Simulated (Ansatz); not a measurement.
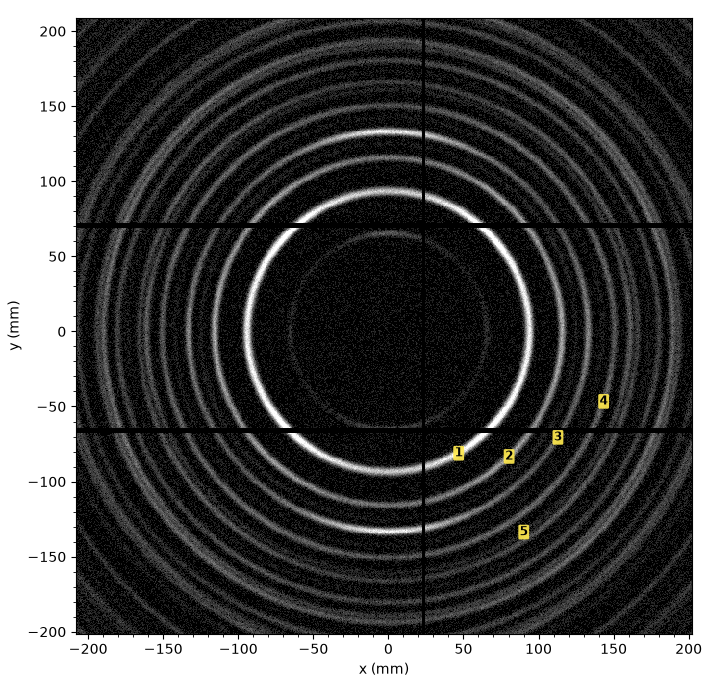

Simulated X-ray powder rings on a flat area detector normal to the beam: λ = 0.4133 Å, sample-to-detector distance 510 mm, axes in mm from the beam centre, for a sample with fibre texture (March–Dollase model, fibre axis vertical in the picture). Kinematic intensities with B = 1.0 Å² for all atoms, without absorption; brightness goes as intensity to the power 0.5, clipped at the top, with counting noise. Reflections closer than the ring width show as one ring.

The sample is Ru, space group Cmce, a = 2.711 Å, b = 9.180 Å, c = 4.590 Å, α = 90.00°, β = 90.00°, γ = 90.00°. Basis of the simulation: the end point of a relaxation with DFT PBEsol, scalar-relativistic, plane waves, PAW (Ansatz); the starting structure was generated, so it need not be a known form of this composition.

Measure the numbered rings and index them.

Answer.
```tsv
ring	radius	2θ (°)	d (Å)	hkl
1	93.7 mm	10.41	2.30 + 2.29 + 2.26	040 + 002 + 111
2	115.7 mm	12.79	1.856	131
3	133.2 mm	14.63	1.623	042
4	150.7 mm	16.47	1.443	151
5	161.2 mm	17.54	1.355	200
```

Which lattice planes lie preferentially normal to the fibre axis?

Answer. The (0 4 2) planes: ring 3 is concentrated at the top and bottom of the pattern (March parameter 0.45).
